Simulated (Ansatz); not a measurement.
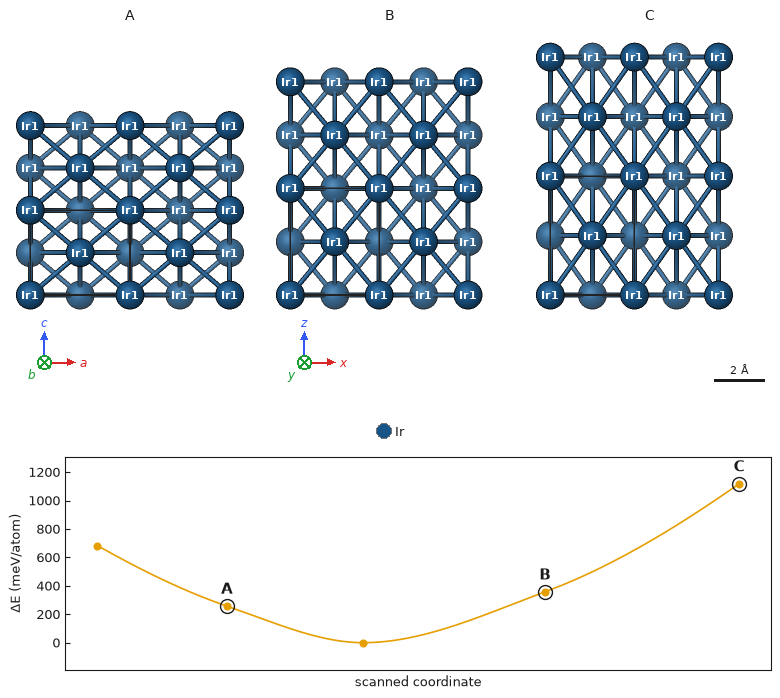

Frames of a one-coordinate scan of a crystal of Ir (Fm-3m). x, y and z are the Cartesian axes of the input. The picture is a ball-and-stick view of the conventional cell (4 times the calculation's cell), repeated 2 × 1 × 2 with one cell outlined, seen along the b axis. Lengths and directions refer to the drawn axes.

Computed with Ansatz 0.2.0, DFT LDA, scalar-relativistic, plane waves, PAW. Set-up: plane-wave cutoff 420 eV; k-point mesh 24 × 24 × 24; occupations gaussian; smearing width 0.15 eV; no spin polarisation. Energies (free energies at the smearing named) are counted from the cell as listed in its source, which wasn't relaxed.

### Which coordinate changes from frame to frame?

The ratio of the cell's length along z to its lengths across, counted as 1 for the reference, is changed at fixed volume (a tetragonal or Bain path), with the atoms kept at their fractional coordinates. In the frames the relative ratio is 0.85 (A), 1.20 (B), 1.414 (C). The lowest computed point lies at the relative ratio 1.00 (0 meV/atom). At the ends of the scan the energy is 684 meV/atom (0.707) and 1118 meV/atom (1.414). The unrelaxed reference is under a pressure of −8.5 GPa. The distortion takes the space group from Fm-3m to I4/mmm, except for Im-3m at 0.707. At the relative ratio 1.414 the cell of the drawing goes a 3.839 → 3.421 Å, b 3.839 → 3.421 Å, c 3.839 → 4.837 Å.
